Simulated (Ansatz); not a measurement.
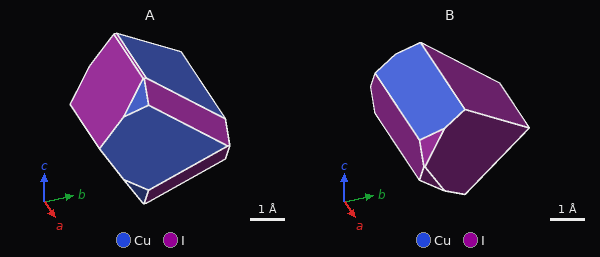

Computed Voronoi cells of the 2 sites of this structure, drawn to one scale and in one orientation; each face has the colour of the neighbour behind it.

CuI, space group Cmcm (No. 63), a = 7.466 Å, b = 7.422 Å, c = 4.307 Å, α = 90.00°, β = 90.00°, γ = 90.00°

| site | Wyckoff | x | y | z |
| --- | --- | --- | --- | --- |
| Cu | 4c | 0.5000 | 0.0796 | 0.7500 |
| I | 4c | 0.5000 | 0.7300 | 0.7500 |

Geometry: the structure of a calculation's input, shown in its standard cell.

**Which cell belongs to which site?**

A is I (11 faces above 1 % of the solid angle, 34.9 Å³, mostly facing Cu); B is Cu (7 faces above 1 % of the solid angle, 24.8 Å³, mostly facing I).
